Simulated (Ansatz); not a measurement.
**Run report: CuO, single-point calculation (part 2 of 2)**

The same run, continued: CuO (Cccm, 8 atoms in the cell); DFT PBE+U, scalar-relativistic, plane waves, PAW, Ueff = 4 eV on Cu d, spin-polarised (Ansatz 0.2.0); cutoff 420 eV, 4×4×4 k-mesh, Gaussian smearing of 0.05 eV, collinear spins. The structure derives from an entry of the Crystallography Open Database.

Geometry of the input (Å; fractional positions):
```
4.1744  0.0000  0.3306
0.0000  4.1521  0.0000
1.6747  2.0761  5.3669
Cu 0.2500  0.2500  -0.0000
Cu -0.0000  -0.5000  0.5000
O  0.3750  -0.1250  0.2500
O  0.1250  -0.3750  0.7500
Cu 0.7500  0.7500  0.0000
Cu 0.5000  -0.0000  0.5000
O  0.8750  0.3750  0.2500
O  0.6250  0.1250  0.7500
```

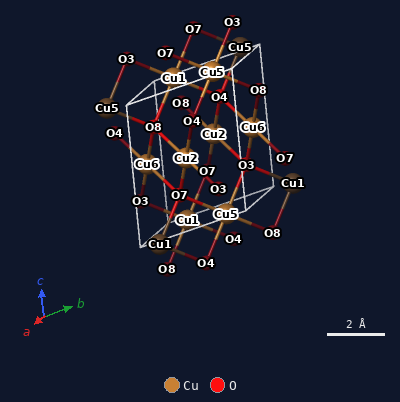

Fig. 1: The structure (ball-and-stick view of the cell of the calculation, seen slightly off an axis; neighbours outside the cell are drawn fainter; atoms are numbered from 1 in the order of the input).

```
SCF converged after 31 iterations
Magnetization: 3.5939 μB (51.7969 up, 48.2031 down)
Absolute magnetization: 3.7065 μB (∫|ρ↑−ρ↓|, with the PAW one-centre terms)
Spin contamination: 0.0178 ħ² per cell (⟨S²⟩ above its minimum at these occupations)
Per-site moments (μB) at R_I (Å): [(0.5612894269367389, 0.8120193674315938), (0.5612894269367384, 0.8120193674315939), (0.31422391962321694, 0.8120193674315939), (0.31422391962321694, 0.812019367431594), (0.5612894269367389, 0.8120193674315939), (0.5612894269367384, 0.8120193674315939), (0.31422391962321694, 0.8120193674315939), (0.31422391962321683, 0.8120193674315938)]
Free energy (F): -28761.785942 eV
Harris-Foulkes:  -28761.785942 eV  (|F-HF|=1.66e-9)
Internal energy: -28761.784415 eV  (E = F + TS)
E sigma→0 (E₀):  -28761.785178 eV
Entropy (-TS):   -0.001528 eV (-0.191 meV/atom)
Fermi energy:    10.037371 eV
--- Per-component energies (eV) ---
  E_band       = -1956.943201
  E_kinetic    = 1881.365704
  E_local      = -20467.317034  (includes V_loc(G=0)·N_el)
  E_nonlocal   = 1752.291614
  E_hartree    = 8854.046309
  E_xc         = -645.539234
  E_vxc        = -828.405329  (∫ρ·V_xc dr)
  E_hubbard    = 2.743937  (on-site DFT+U / exact-exchange correction)
  E_vhub       = -69.639674  (the Hubbard potential's part of the band-sum identity)
  E_paw        = -7275.672533  (= ΣΔE_a)
  E_vpaw       = -1933.328574  (= ΣTr[D̂ρ^β])
  E_aug_tail   = 0.011191  (compensation charges beyond the density's cutoff)
  E_ewald      = -12863.714369
  E_smearing   = -0.001528  (= −TS)
  E_closure    = 0.000000  (closes the sum)
  Σ components = -28761.785942   (vs F -28761.785942, Δ=0.00e0)
--- Forces (eV/Å), atoms counted from 1 ---
  atom   1  Cu     0.00000000     0.00000000     0.00000000
  atom   2  Cu     0.00000000     0.00000000    -0.00000000
  atom   3  O      0.00000000     0.00010688    -0.00000000
  atom   4  O     -0.00000000    -0.00010688     0.00000000
  atom   5  Cu     0.00000000     0.00000000     0.00000000
  atom   6  Cu     0.00000000     0.00000000    -0.00000000
  atom   7  O      0.00000000     0.00010688    -0.00000000
  atom   8  O     -0.00000000    -0.00010688     0.00000000
  max |Σ_I F_I| component: 2.60e-18 eV/Å
--- Stress (GPa, compression-positive) ---
       -0.076647       0.000000       0.006769
        0.000000      -0.000455      -0.000000
        0.006769      -0.000000      -0.152407
  P = ⅓ Tr σ = -0.0765 GPa (-0.765 kbar)
--- Band table (eV; the first three rows and the last of 48) ---
  k-point 0 ↑: bands = ["-102.6695", "-102.6690", "-102.6682", "-102.6682", "-60.3178", "-60.3178", "-60.3079", "-60.3079", "-60.2947", "-60.2906", "-60.2906", "-60.2901", "-59.4801", "-59.4801", "-59.4719", "-59.4718", "-9.2786", "-8.0652", "-8.0652", "-8.0099", "1.9346", "3.4227", "3.4371", "3.9007", "3.9007", "3.9075", "3.9075", "4.0945", "4.0945", "4.9319", "5.1496", "5.3700", "5.4167", "5.4167", "5.7929", "5.8000", "5.9082", "5.9694", "5.9694", "5.9878", "6.8759", "7.0688", "7.0713", "7.3037", "7.3037", "7.4820", "7.4820", "7.8768", "8.3729", "8.3729", "9.9771", "9.9960", "11.4457", "14.4601", "14.4601", "16.4762", "17.4093", "20.5410", "20.5410", "21.7539", "21.7539", "23.5817", "24.7151"]
  k-point 1 ↑: bands = ["-102.6693", "-102.6691", "-102.6683", "-102.6683", "-60.3185", "-60.3170", "-60.3079", "-60.3079", "-60.2940", "-60.2908", "-60.2906", "-60.2906", "-59.4805", "-59.4796", "-59.4719", "-59.4718", "-9.1199", "-8.2299", "-8.1306", "-7.9888", "2.4532", "3.3621", "3.3835", "3.4532", "3.4637", "3.5722", "4.4038", "4.7378", "4.8983", "4.9085", "5.1763", "5.1844", "5.2715", "5.5286", "5.5313", "5.7119", "5.9198", "5.9688", "5.9706", "5.9761", "6.7947", "6.7991", "6.8122", "6.9583", "7.2473", "7.5215", "7.5280", "7.7051", "7.7244", "9.7198", "9.7360", "9.7950", "12.2406", "13.1725", "15.0980", "16.2390", "19.2313", "20.1794", "20.2900", "21.8946", "22.0050", "23.0099", "23.5180"]
  k-point 2 ↑: bands = ["-102.6691", "-102.6691", "-102.6684", "-102.6683", "-60.3188", "-60.3166", "-60.3079", "-60.3079", "-60.2924", "-60.2924", "-60.2907", "-60.2905", "-59.4807", "-59.4794", "-59.4719", "-59.4719", "-8.7046", "-8.7046", "-8.1541", "-7.9542", "3.1423", "3.1651", "3.4567", "3.4896", "3.4896", "3.6907", "3.6907", "4.8033", "5.0884", "5.2351", "5.2351", "5.3333", "5.3333", "5.6874", "5.6971", "5.8571", "5.9479", "5.9479", "5.9883", "5.9950", "6.1081", "6.1464", "6.2168", "6.7574", "6.7574", "7.7966", "7.8164", "8.0061", "8.0061", "9.3710", "9.3710", "10.4493", "12.6904", "13.6212", "13.6212", "17.5304", "19.9240", "20.0529", "21.1835", "21.7663", "21.7663", "22.0265", "22.1546"]
  k-point 23 ↓: bands = ["-101.9164", "-101.9164", "-101.9162", "-101.9162", "-59.3689", "-59.3689", "-59.3571", "-59.3571", "-59.3471", "-59.3471", "-59.3466", "-59.3466", "-59.1878", "-59.1878", "-59.1779", "-59.1779", "-8.0887", "-8.0887", "-7.3998", "-7.3998", "3.5260", "3.5260", "3.5873", "3.5873", "4.7161", "4.7161", "5.3228", "5.3228", "5.7842", "5.7842", "6.0816", "6.0816", "6.2259", "6.2259", "6.3202", "6.3202", "6.3859", "6.3859", "6.4674", "6.4674", "6.6335", "6.6335", "7.4378", "7.4378", "7.6487", "7.6487", "8.4378", "8.4378", "10.9875", "10.9875", "11.6088", "11.6088", "14.4642", "14.4642", "16.3931", "16.3931", "17.5250", "17.5250", "20.6525", "20.6525", "21.8696", "21.8696", "24.4923"]
Occupation matrices written to [file]
--- Löwdin populations: 8 sites ---
  site symbol       q [e]    m [muB]
     0     Cu     17.9789     0.4927
     1     Cu     17.9789     0.4927
     2      O      6.9112     0.4008
     3      O      6.9112     0.4008
     4     Cu     17.9789     0.4927
     5     Cu     17.9789     0.4927
     6      O      6.9112     0.4008
     7      O      6.9112     0.4008
  spilling = 0.004397 (of n_electrons = 100.000000)
--- Occupation matrices: 4 shells (run DFT+U table (all-electron-ortho-atomic); ε = 3.60e-3) ---
  Cu0 d_3D: site group Ci (-1)
  Cu0 d_3D up     Tr n = 4.9513  λ = 0.977 0.981 0.997 0.998 0.999  [xy 0.86 Ag(1.00) | yz 0.49 Ag(1.00) | 3× x2-y2 0.33 Ag(1.00)]
  Cu0 d_3D dn     Tr n = 4.4397  λ = 0.486 0.972 0.992 0.994 0.995  [xz 0.49 Ag(1.00) | xy 0.85 Ag(1.00) | 3× x2-y2 0.33 Ag(1.00)]
  Cu1 d_3D: site group Ci (-1)
  Cu1 d_3D up     Tr n = 4.9513  λ = 0.977 0.981 0.997 0.998 0.999  [xy 0.86 Ag(1.00) | yz 0.49 Ag(1.00) | 3× x2-y2 0.33 Ag(1.00)]
  Cu1 d_3D dn     Tr n = 4.4397  λ = 0.486 0.972 0.992 0.994 0.995  [xz 0.49 Ag(1.00) | xy 0.85 Ag(1.00) | 3× x2-y2 0.33 Ag(1.00)]
  Cu4 d_3D: site group Ci (-1)
  Cu4 d_3D up     Tr n = 4.9513  λ = 0.977 0.981 0.997 0.998 0.999  [xy 0.86 Ag(1.00) | yz 0.49 Ag(1.00) | 3× x2-y2 0.33 Ag(1.00)]
  Cu4 d_3D dn     Tr n = 4.4397  λ = 0.486 0.972 0.992 0.994 0.995  [xz 0.49 Ag(1.00) | xy 0.85 Ag(1.00) | 3× x2-y2 0.33 Ag(1.00)]
  Cu5 d_3D: site group Ci (-1)
  Cu5 d_3D up     Tr n = 4.9513  λ = 0.977 0.981 0.997 0.998 0.999  [xy 0.86 Ag(1.00) | yz 0.49 Ag(1.00) | 3× x2-y2 0.33 Ag(1.00)]
  Cu5 d_3D dn     Tr n = 4.4397  λ = 0.486 0.972 0.992 0.994 0.995  [xz 0.49 Ag(1.00) | xy 0.85 Ag(1.00) | 3× x2-y2 0.33 Ag(1.00)]
  Tr n, λ and their labels are of the run-group-symmetrised matrices; stabiliser: 8 of 16 elements of G0×{1,Θ} (closed), max defect 4.7e-15 at τ = 7.6e-4
```

### File populations.tsv
```
# site	symbol	l	j	q_up	q_dn
# orbitals = lowdin
# n_electrons = 100.000000
# spilling = 0.004397
# projection_atom_Cu: [Ne] 3s2 3p6 3d10 4s1
# projection_atom_O: [He] 2s2 2p4
0	Cu	0_3S	-	0.998839	0.998811
0	Cu	0_4S	-	0.284658	0.297960
0	Cu	1_3P	-	2.999375	2.999213
0	Cu	2_3D	-	4.952948	4.447121
1	Cu	0_3S	-	0.998839	0.998811
1	Cu	0_4S	-	0.284658	0.297960
1	Cu	1_3P	-	2.999375	2.999213
1	Cu	2_3D	-	4.952948	4.447121
2	O	0_2S	-	0.934510	0.905321
2	O	1_2P	-	2.721494	2.349836
3	O	0_2S	-	0.934510	0.905321
3	O	1_2P	-	2.721494	2.349836
4	Cu	0_3S	-	0.998839	0.998811
4	Cu	0_4S	-	0.284658	0.297960
4	Cu	1_3P	-	2.999375	2.999213
4	Cu	2_3D	-	4.952948	4.447121
5	Cu	0_3S	-	0.998839	0.998811
5	Cu	0_4S	-	0.284658	0.297960
5	Cu	1_3P	-	2.999375	2.999213
5	Cu	2_3D	-	4.952948	4.447121
6	O	0_2S	-	0.934510	0.905321
6	O	1_2P	-	2.721494	2.349836
7	O	0_2S	-	0.934510	0.905321
7	O	1_2P	-	2.721494	2.349836
```

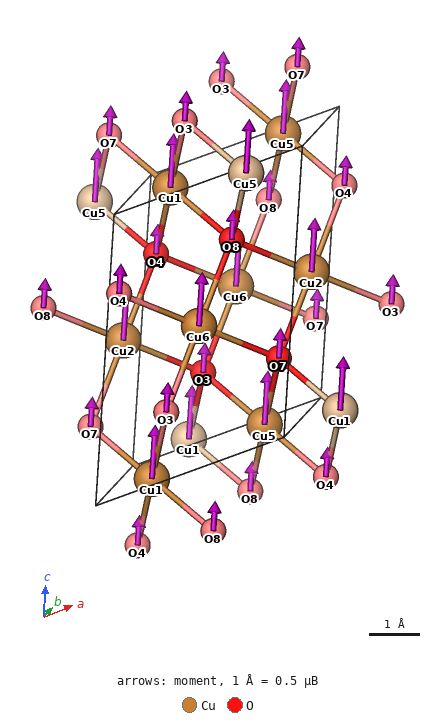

Fig. 2: Magnetic moments of the sites as pink arrows (ball-and-stick view of the cell of the calculation, seen slightly off an axis; neighbours outside the cell are drawn fainter; atoms are numbered from 1 in the order of the input); small moments hardly show. The run is collinear, so the axis drawn is arbitrary. Site moments: all 4 Cu atoms (0.56 μB); all 4 O atoms (0.31 μB). They are counted near the atoms and needn't add up to the moment of the cell.

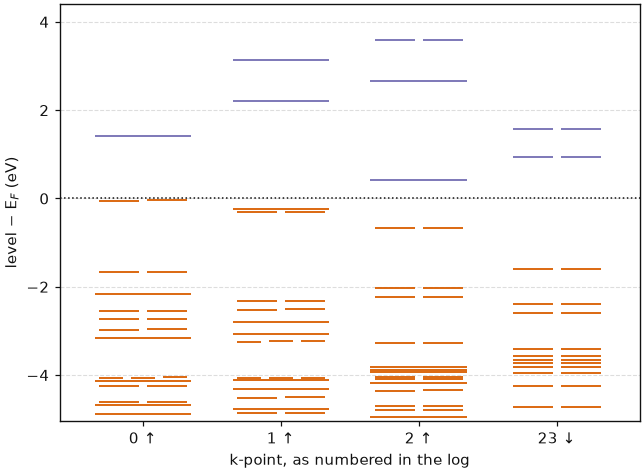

Fig. 3: Kohn–Sham levels near the Fermi level (dotted) at the few k-points that the log prints; levels within 0.02 eV of each other stand side by side. The system is metallic on the full mesh.

### Key numbers

```csv
quantity,value
outcome,converged
space group (tolerance 0.01 Å),Cccm (66)
electrons treated,100
free energy,−28761.7859 eV
Fermi energy,10.037 eV
gap on the k-point mesh,none (metallic)
net moment of the cell,3.59 μB
integrated absolute moment,3.71 μB
pressure,−0.08 GPa
largest force (length of the vector),under 0.001 eV/Å
wall time,14 s (CPU time 52 s)
peak memory,0.62 GiB
```
